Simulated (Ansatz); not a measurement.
```cif
data_structure
_symmetry_space_group_name_H-M 'P 1'
_symmetry_Int_Tables_number 1
_cell_length_a 2.9240
_cell_length_b 4.0977
_cell_length_c 24.8116
_cell_angle_alpha 90.000
_cell_angle_beta 90.000
_cell_angle_gamma 110.903
_cell_volume 277.71
loop_
_atom_site_label
_atom_site_type_symbol
_atom_site_fract_x
_atom_site_fract_y
_atom_site_fract_z
_atom_site_occupancy
Ta1 Ta 0.43233 0.86467 0.30228 1
N1 N 0.71880 0.43760 0.31503 1
Ta2 Ta 0.15113 0.30226 0.37882 1
N2 N 0.43760 0.87520 0.39157 1
Ta3 Ta 0.86993 0.73986 0.45535 1
N3 N 0.15640 0.31279 0.46811 1
Ta4 Ta 0.58873 0.17746 0.53189 1
N4 N 0.87520 0.75039 0.54465 1
Ta5 Ta 0.30753 0.61506 0.60843 1
N5 N 0.59400 0.18799 0.62118 1
Ta6 Ta 0.02633 0.05266 0.68497 1
N6 N 0.31279 0.62559 0.69772 1
```

Not relaxed (largest force 1.8 eV/Å).

The calculation used Ansatz 0.2.0, DFT PBEsol, scalar-relativistic, plane waves, PAW.

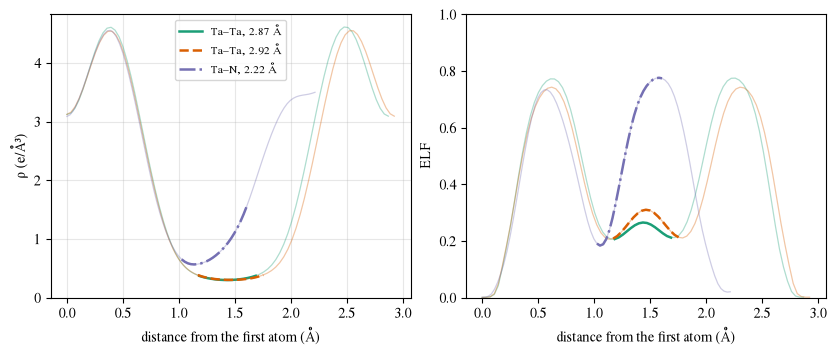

TaN (slab). Valence pseudo-density and electron localisation function along straight lines between neighbouring atoms. Thin, pale parts lie inside the atomic spheres.

Core electrons are frozen (PAW), and the valence fields are smoothed inside the atomic spheres.

Question: Compare the contacts.

Answer: Ta–Ta (2.87 Å): ρ is about 0.3 e/Å³ halfway; the ELF is about 0.25 at the midpoint (no shared electron pair shows on this line).
Ta–Ta (2.92 Å): ρ is about 0.3 e/Å³ halfway; the ELF is about 0.30 at the midpoint.
Ta–N (2.22 Å): ρ at the midpoint is about 0.57 e/Å³; the ELF peaks at about 0.80 in the valence shell of N, 0.6 Å from its nucleus, and is about 0.20 at the midpoint; no localised pair shows between them.
